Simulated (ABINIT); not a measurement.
## Geometry relaxation of SiC (part 2 of 3)

Continued. System: SiC (4 atoms in the cell). Method: Kohn-Sham DFT of a periodic cell, PBEsol, JTH PAW PBE v2.0, no spin polarisation (ABINIT 10.8.3); cutoff 517.02 eV, 8×8×4 k-mesh, fermi-dirac of 0.05 eV. The structure derives from an entry of the Crystallography Open Database.

Geometry of the input (Å; fractional positions):
```
3.0760  0.0000  0.0000
-1.5380  2.6639  0.0000
0.0000  0.0000  5.0480
Si 0.6667  0.3333  0.5000
Si 0.3333  0.6667  0.0000
C  0.6667  0.3333  0.8850
C  0.3333  0.6667  0.3850
```

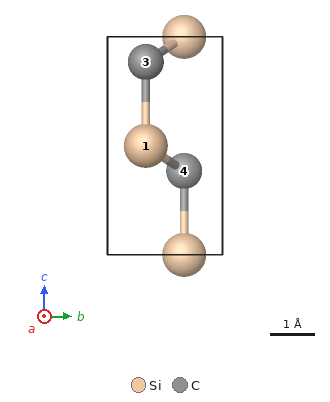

Figure 1. The starting structure (ball-and-stick view of the cell of the calculation, along the a axis; atoms are numbered from 1 in the order of the input).

## What the program printed, continued
```
 ------------------------------------------------
 Atom  Sphere_radius  Integrated_density
    1        1.90945          1.67387628
    2        1.90945          1.67387628
    3        1.50737          2.57126957
    4        1.50737          2.57126957

---OUTPUT-----------------------------------------------------------------------

 Cartesian coordinates (xcart) [bohr]
  2.91064943165373E+00  1.68046423291211E+00  4.76759600164052E+00
 -9.21879218579585E-16  3.36092846582422E+00  1.43239472706997E-02
  2.91064943165373E+00  1.68046423291211E+00  8.39896758896388E+00
 -9.21879218579585E-16  3.36092846582422E+00  3.64569553459406E+00
 Reduced coordinates (xred)
  6.66666666666667E-01  3.33333333333333E-01  5.01506745995901E-01
  3.33333333333333E-01  6.66666666666667E-01  1.50674599590100E-03
  6.66666666666667E-01  3.33333333333333E-01  8.83493254004099E-01
  3.33333333333333E-01  6.66666666666667E-01  3.83493254004099E-01
 Cartesian forces (fcart) [Ha/bohr]; max,rms= 9.20498E-03 5.31450E-03 (free atoms)
  9.25101179781902E-29  5.34107415165124E-29  9.20497710527654E-03
 -9.25101179781902E-29 -5.34107415165124E-29  9.20497710527654E-03
 -3.70040471912761E-28 -2.13642966066050E-28 -9.20497710527654E-03
  3.70040471912761E-28  2.13642966066050E-28 -9.20497710527654E-03
 Gradient of E wrt nuclear positions in reduced coordinates (gred)
 -5.38529044630877E-28  5.83333225996721E-44 -8.75075208712499E-02
  5.38529044630877E-28 -5.83333225996721E-44 -8.75075208712499E-02
  2.15411617852351E-27 -2.33333290398689E-43  8.75075208712499E-02
 -2.15411617852351E-27  2.33333290398689E-43  8.75075208712499E-02
 Scale of Primitive Cell (acell) [bohr]
  5.82129886330746E+00  5.82129886338591E+00  9.50654410873964E+00
 Real space primitive translations (rprimd) [bohr]
  5.82129886330746E+00  0.00000000000000E+00  0.00000000000000E+00
 -2.91064943165373E+00  5.04139269873632E+00  0.00000000000000E+00
  0.00000000000000E+00  0.00000000000000E+00  9.50654410873964E+00
 Unitary Cell Volume (ucvol) [Bohr^3]=  2.78992862000585E+02
 Angles (23,13,12)= [degrees]
  9.00000000000000E+01  9.00000000000000E+01  1.19999999999554E+02
 Lengths [Bohr]
  5.82129886330746E+00  5.82129886338591E+00  9.50654410873964E+00
 Stress tensor in cartesian coordinates (strten) [Ha/bohr^3]
  4.99371715210421E-07  0.00000000000000E+00  0.00000000000000E+00
  0.00000000000000E+00  4.99371580643584E-07  0.00000000000000E+00
  0.00000000000000E+00  0.00000000000000E+00  2.62599195391105E-05
 Total energy (etotal) [Ha]= -1.94567903212891E+01

 Difference of energy with previous step (new-old):
           Absolute (Ha)=-7.69681E-04
           Relative     =-3.95592E-05

--- Iteration: ( 3/50) Internal Cycle: (1/1)
--------------------------------------------------------------------------------

---SELF-CONSISTENT-FIELD CONVERGENCE--------------------------------------------

--- !BeginCycle
iteration_state: {dtset: 1, itime: 3, icycle: 1, }
solver: {iscf: 17, nstep: 80, nline: 4, wfoptalg: 10, }
tolerances: {tolvrs: 1.00E-10, }
...

     iter   Etot(hartree)      deltaE(h)  residm     nres2
 ETOT  1  -19.458255243557    -1.946E+01 3.430E-02 2.486E-01
 ETOT  2  -19.457297852183     9.574E-04 9.415E-04 1.336E-02
 ETOT  3  -19.457242113012     5.574E-05 5.215E-05 3.916E-04
 ETOT  4  -19.457243495289    -1.382E-06 1.093E-05 1.225E-04
 ETOT  5  -19.457243554851    -5.956E-08 3.289E-06 8.805E-06
 ETOT  6  -19.457243534675     2.018E-08 4.824E-06 1.971E-07
 ETOT  7  -19.457243550591    -1.592E-08 2.938E-06 8.262E-08
 ETOT  8  -19.457243551219    -6.273E-10 4.450E-06 5.236E-09
 ETOT  9  -19.457243551221    -2.750E-12 2.674E-06 7.376E-10
 ETOT 10  -19.457243551223    -1.702E-12 4.020E-06 6.861E-11

 At SCF step   10       nres2   =  6.86E-11 < tolvrs=  1.00E-10 =>converged.

 Cartesian components of stress tensor (hartree/bohr^3)
  sigma(1 1)=  3.58188204E-05  sigma(3 2)=  0.00000000E+00
  sigma(2 2)=  3.58188203E-05  sigma(3 1)=  0.00000000E+00
  sigma(3 3)= -8.08365874E-05  sigma(2 1)=  0.00000000E+00

--- !ResultsGS
iteration_state: {dtset: 1, itime: 3, icycle: 1, }
comment   : Summary of ground state results
lattice_vectors:
- [  5.8224841,   0.0000000,   0.0000000, ]
- [ -2.9112420,   5.0424191,   0.0000000, ]
- [  0.0000000,   0.0000000,   9.4839049, ]
lattice_lengths: [   5.82248,    5.82248,    9.48390, ]
lattice_angles: [ 90.000,  90.000, 120.000, ] # degrees, (23, 13, 12)
lattice_volume:   2.7844181E+02
convergence: {deltae: -1.702E-12, res2:  6.861E-11, residm:  4.020E-06, diffor: null, }
etotal    :  -1.94572436E+01
entropy   :   0.00000000E+00
fermie    :   3.32665173E-01
cartesian_stress_tensor: # hartree/bohr^3
- [  3.58188204E-05,   0.00000000E+00,   0.00000000E+00, ]
- [  0.00000000E+00,   3.58188203E-05,   0.00000000E+00, ]
- [  0.00000000E+00,   0.00000000E+00,  -8.08365874E-05, ]
pressure_GPa:   9.0214E-02
xred      :
- [  6.6667E-01,   3.3333E-01,   5.0397E-01, Si]
- [  3.3333E-01,   6.6667E-01,   3.9665E-03, Si]
- [  6.6667E-01,   3.3333E-01,   8.8103E-01,  C]
- [  3.3333E-01,   6.6667E-01,   3.8103E-01,  C]
cartesian_forces: # hartree/bohr
- [  9.24912865E-29,   5.33998692E-29,   7.11911675E-04, ]
- [ -9.24912865E-29,  -5.33998692E-29,   7.11911675E-04, ]
- [ -3.69965146E-28,  -2.13599477E-28,  -7.11911675E-04, ]
- [  3.69965146E-28,   2.13599477E-28,  -7.11911675E-04, ]
force_length_stats: {min:   7.11911675E-04, max:   7.11911675E-04, mean:   7.11911675E-04, }
...

 Integrated electronic density in atomic spheres:
 ------------------------------------------------
 Atom  Sphere_radius  Integrated_density
    1        1.90945          1.67302868
    2        1.90945          1.67302868
    3        1.50737          2.57153550
    4        1.50737          2.57153550

---OUTPUT-----------------------------------------------------------------------

 Cartesian coordinates (xcart) [bohr]
  2.91124204777326E+00  1.68080637998825E+00  4.77956995990941E+00
 -1.07737598389825E-16  3.36161275997650E+00  3.76175030593365E-02
  2.91124204777326E+00  1.68080637998825E+00  8.35563834556530E+00
 -1.07737598389825E-16  3.36161275997650E+00  3.61368588871522E+00
 Reduced coordinates (xred)
  6.66666666666667E-01  3.33333333333333E-01  5.03966457213736E-01
  3.33333333333333E-01  6.66666666666667E-01  3.96645721373645E-03
  6.66666666666667E-01  3.33333333333333E-01  8.81033542786264E-01
  3.33333333333333E-01  6.66666666666667E-01  3.81033542786264E-01
 Cartesian forces (fcart) [Ha/bohr]; max,rms= 7.11912E-04 4.11022E-04 (free atoms)
  9.24912865013724E-29  5.33998691583026E-29  7.11911675212930E-04
 -9.24912865013724E-29 -5.33998691583026E-29  7.11911675212930E-04
 -3.69965146005490E-28 -2.13599476633210E-28 -7.11911675212930E-04
  3.69965146005490E-28  2.13599476633210E-28 -7.11911675212930E-04
 Gradient of E wrt nuclear positions in reduced coordinates (gred)
 -5.38529044630877E-28  5.32392816290071E-45 -6.75170263467242E-03
  5.38529044630877E-28 -5.32392816290071E-45 -6.75170263467242E-03
  2.15411617852351E-27 -2.12957126516028E-44  6.75170263467242E-03
 -2.15411617852351E-27  2.12957126516028E-44  6.75170263467242E-03
 Scale of Primitive Cell (acell) [bohr]
  5.82248409554652E+00  5.82248409562499E+00  9.48390491370015E+00
 Real space primitive translations (rprimd) [bohr]
  5.82248409554652E+00  0.00000000000000E+00  0.00000000000000E+00
 -2.91124204777326E+00  5.04241913996475E+00  0.00000000000000E+00
  0.00000000000000E+00  0.00000000000000E+00  9.48390491370015E+00
 Unitary Cell Volume (ucvol) [Bohr^3]=  2.78441807671340E+02
 Angles (23,13,12)= [degrees]
  9.00000000000000E+01  9.00000000000000E+01  1.19999999999554E+02
 Lengths [Bohr]
  5.82248409554652E+00  5.82248409562499E+00  9.48390491370015E+00
 Stress tensor in cartesian coordinates (strten) [Ha/bohr^3]
  3.58188204253348E-05  0.00000000000000E+00  0.00000000000000E+00
  0.00000000000000E+00  3.58188202889704E-05  0.00000000000000E+00
  0.00000000000000E+00  0.00000000000000E+00 -8.08365874444220E-05
 Total energy (etotal) [Ha]= -1.94572435512231E+01

 Difference of energy with previous step (new-old):
           Absolute (Ha)=-4.53230E-04
           Relative     =-2.32939E-05

--- Iteration: ( 4/50) Internal Cycle: (1/1)
--------------------------------------------------------------------------------

---SELF-CONSISTENT-FIELD CONVERGENCE--------------------------------------------

--- !BeginCycle
iteration_state: {dtset: 1, itime: 4, icycle: 1, }
solver: {iscf: 17, nstep: 80, nline: 4, wfoptalg: 10, }
tolerances: {tolvrs: 1.00E-10, }
...

     iter   Etot(hartree)      deltaE(h)  residm     nres2
 ETOT  1  -19.457306504417    -1.946E+01 4.506E-06 2.984E-03
 ETOT  2  -19.457296978159     9.526E-06 2.480E-06 3.096E-04
 ETOT  3  -19.457295704736     1.273E-06 2.589E-06 7.843E-06
 ETOT  4  -19.457295697682     7.054E-09 2.143E-06 1.491E-06
 ETOT  5  -19.457295698540    -8.577E-10 2.132E-06 4.559E-08
 ETOT  6  -19.457295698672    -1.326E-10 1.868E-06 5.982E-09
 ETOT  7  -19.457295698720    -4.804E-11 1.862E-06 4.673E-10
 ETOT  8  -19.457295698726    -5.880E-12 1.652E-06 6.172E-11

 At SCF step    8       nres2   =  6.17E-11 < tolvrs=  1.00E-10 =>converged.

 Cartesian components of stress tensor (hartree/bohr^3)
  sigma(1 1)=  2.20239731E-05  sigma(3 2)=  0.00000000E+00
  sigma(2 2)=  2.20239729E-05  sigma(3 1)=  0.00000000E+00
  sigma(3 3)= -4.93294627E-05  sigma(2 1)=  0.00000000E+00

--- !ResultsGS
iteration_state: {dtset: 1, itime: 4, icycle: 1, }
comment   : Summary of ground state results
lattice_vectors:
- [  5.8171329,   0.0000000,   0.0000000, ]
- [ -2.9085664,   5.0377848,   0.0000000, ]
- [  0.0000000,   0.0000000,   9.5033401, ]
lattice_lengths: [   5.81713,    5.81713,    9.50334, ]
lattice_angles: [ 90.000,  90.000, 120.000, ] # degrees, (23, 13, 12)
lattice_volume:   2.7849979E+02
convergence: {deltae: -5.880E-12, res2:  6.172E-11, residm:  1.652E-06, diffor: null, }
etotal    :  -1.94572957E+01
entropy   :   0.00000000E+00
fermie    :   3.32352093E-01
cartesian_stress_tensor: # hartree/bohr^3
- [  2.20239731E-05,   0.00000000E+00,   0.00000000E+00, ]
- [  0.00000000E+00,   2.20239729E-05,   0.00000000E+00, ]
- [  0.00000000E+00,   0.00000000E+00,  -4.93294627E-05, ]
pressure_GPa:   5.1796E-02
xred      :
- [  6.6667E-01,   3.3333E-01,   5.0424E-01, Si]
- [  3.3333E-01,   6.6667E-01,   4.2384E-03, Si]
- [  6.6667E-01,   3.3333E-01,   8.8076E-01,  C]
- [  3.3333E-01,   6.6667E-01,   3.8076E-01,  C]
cartesian_forces: # hartree/bohr
- [ -0.00000000E+00,  -0.00000000E+00,   3.58397201E-04, ]
- [ -0.00000000E+00,  -0.00000000E+00,   3.58397201E-04, ]
- [ -3.70305479E-28,  -2.13795968E-28,  -3.58397201E-04, ]
- [  3.70305479E-28,   2.13795968E-28,  -3.58397201E-04, ]
force_length_stats: {min:   3.58397201E-04, max:   3.58397201E-04, mean:   3.58397201E-04, }
...

 Integrated electronic density in atomic spheres:
 ------------------------------------------------
 Atom  Sphere_radius  Integrated_density
    1        1.90945          1.67390671
    2        1.90945          1.67390671
    3        1.50737          2.56740450
    4        1.50737          2.56740450

---OUTPUT-----------------------------------------------------------------------

 Cartesian coordinates (xcart) [bohr]
  2.90856643893896E+00  1.67926161650749E+00  4.79194872397641E+00
 -1.07638580972068E-16  3.35852323301498E+00  4.02786869544767E-02
  2.90856643893896E+00  1.67926161650749E+00  8.37017727857434E+00
 -1.07638580972068E-16  3.35852323301498E+00  3.61850724155241E+00
 Reduced coordinates (xred)
  6.66666666666667E-01  3.33333333333333E-01  5.04238371629411E-01
  3.33333333333333E-01  6.66666666666667E-01  4.23837162941148E-03
  6.66666666666667E-01  3.33333333333333E-01  8.80761628370589E-01
  3.33333333333333E-01  6.66666666666667E-01  3.80761628370589E-01
 Cartesian forces (fcart) [Ha/bohr]; max,rms= 3.58397E-04 2.06921E-04 (free atoms)
 -0.00000000000000E+00 -0.00000000000000E+00  3.58397200621998E-04
 -0.00000000000000E+00 -0.00000000000000E+00  3.58397200621998E-04
 -3.70305479305010E-28 -2.13795968155299E-28 -3.58397200621998E-04
  3.70305479305010E-28  2.13795968155299E-28 -3.58397200621998E-04
 Gradient of E wrt nuclear positions in reduced coordinates (gred)
  0.00000000000000E+00 -0.00000000000000E+00 -3.40597047909617E-03
  0.00000000000000E+00 -0.00000000000000E+00 -3.40597047909617E-03
  2.15411617852351E-27 -1.11646953145108E-43  3.40597047909617E-03
 -2.15411617852351E-27  1.11646953145108E-43  3.40597047909617E-03
 Scale of Primitive Cell (acell) [bohr]
  5.81713287787791E+00  5.81713287795631E+00  9.50334007404386E+00
 Real space primitive translations (rprimd) [bohr]
  5.81713287787791E+00  0.00000000000000E+00  0.00000000000000E+00
 -2.90856643893896E+00  5.03778484952247E+00  0.00000000000000E+00
  0.00000000000000E+00  0.00000000000000E+00  9.50334007404386E+00
 Unitary Cell Volume (ucvol) [Bohr^3]=  2.78499789277656E+02
 Angles (23,13,12)= [degrees]
  9.00000000000000E+01  9.00000000000000E+01  1.19999999999554E+02
 Lengths [Bohr]
  5.81713287787791E+00  5.81713287795631E+00  9.50334007404386E+00
 Stress tensor in cartesian coordinates (strten) [Ha/bohr^3]
  2.20239730639045E-05  0.00000000000000E+00  0.00000000000000E+00
  0.00000000000000E+00  2.20239729280926E-05  0.00000000000000E+00
  0.00000000000000E+00  0.00000000000000E+00 -4.93294626769244E-05
 Total energy (etotal) [Ha]= -1.94572956987263E+01

 Difference of energy with previous step (new-old):
           Absolute (Ha)=-5.21475E-05
           Relative     =-2.68010E-06

--- Iteration: ( 5/50) Internal Cycle: (1/1)
--------------------------------------------------------------------------------

---SELF-CONSISTENT-FIELD CONVERGENCE--------------------------------------------

--- !BeginCycle
iteration_state: {dtset: 1, itime: 5, icycle: 1, }
solver: {iscf: 17, nstep: 80, nline: 4, wfoptalg: 10, }
tolerances: {tolvrs: 1.00E-10, }
...

     iter   Etot(hartree)      deltaE(h)  residm     nres2
 ETOT  1  -19.457351871227    -1.946E+01 2.137E-01 6.446E-03
 ETOT  2  -19.457331016517     2.085E-05 1.676E-02 6.973E-04
 ETOT  3  -19.457328078479     2.938E-06 1.765E-02 1.639E-05
 ETOT  4  -19.457328065705     1.277E-08 1.636E-04 3.154E-06
 ETOT  5  -19.457328067437    -1.732E-09 6.099E-05 9.742E-08
 ETOT  6  -19.457328067676    -2.393E-10 1.496E-06 1.154E-08
 ETOT  7  -19.457328067762    -8.619E-11 1.863E-06 6.642E-10
 ETOT  8  -19.457328067772    -9.912E-12 1.165E-06 1.047E-10
 ETOT  9  -19.457328067774    -2.217E-12 9.139E-07 1.903E-11

 At SCF step    9       nres2   =  1.90E-11 < tolvrs=  1.00E-10 =>converged.

 Cartesian components of stress tensor (hartree/bohr^3)
  sigma(1 1)=  3.84136626E-08  sigma(3 2)=  0.00000000E+00
  sigma(2 2)=  3.84135276E-08  sigma(3 1)=  0.00000000E+00
  sigma(3 3)=  3.95073464E-07  sigma(2 1)=  0.00000000E+00

--- !ResultsGS
iteration_state: {dtset: 1, itime: 5, icycle: 1, }
comment   : Summary of ground state results
lattice_vectors:
- [  5.8089366,   0.0000000,   0.0000000, ]
- [ -2.9044683,   5.0306867,   0.0000000, ]
- [  0.0000000,   0.0000000,   9.5330597, ]
lattice_lengths: [   5.80894,    5.80894,    9.53306, ]
lattice_angles: [ 90.000,  90.000, 120.000, ] # degrees, (23, 13, 12)
lattice_volume:   2.7858403E+02
convergence: {deltae: -2.217E-12, res2:  1.903E-11, residm:  9.139E-07, diffor: null, }
etotal    :  -1.94573281E+01
entropy   :   0.00000000E+00
fermie    :   3.32061986E-01
cartesian_stress_tensor: # hartree/bohr^3
- [  3.84136626E-08,   0.00000000E+00,   0.00000000E+00, ]
- [  0.00000000E+00,   3.84135276E-08,   0.00000000E+00, ]
- [  0.00000000E+00,   0.00000000E+00,   3.95073464E-07, ]
pressure_GPa:  -4.6279E-03
xred      :
- [  6.6667E-01,   3.3333E-01,   5.0460E-01, Si]
- [  3.3333E-01,   6.6667E-01,   4.5997E-03, Si]
- [  6.6667E-01,   3.3333E-01,   8.8040E-01,  C]
- [  3.3333E-01,   6.6667E-01,   3.8040E-01,  C]
cartesian_forces: # hartree/bohr
- [ -0.00000000E+00,  -0.00000000E+00,  -1.26893478E-05, ]
- [ -0.00000000E+00,  -0.00000000E+00,  -1.26893478E-05, ]
- [ -0.00000000E+00,  -0.00000000E+00,   1.26893478E-05, ]
- [ -0.00000000E+00,  -0.00000000E+00,   1.26893478E-05, ]
force_length_stats: {min:   1.26893478E-05, max:   1.26893478E-05, mean:   1.26893478E-05, }
...

 Integrated electronic density in atomic spheres:
 ------------------------------------------------
 Atom  Sphere_radius  Integrated_density
    1        1.90945          1.66752562
    2        1.90945          1.66752562
    3        1.50737          2.57659791
    4        1.50737          2.57659791

---OUTPUT-----------------------------------------------------------------------
```
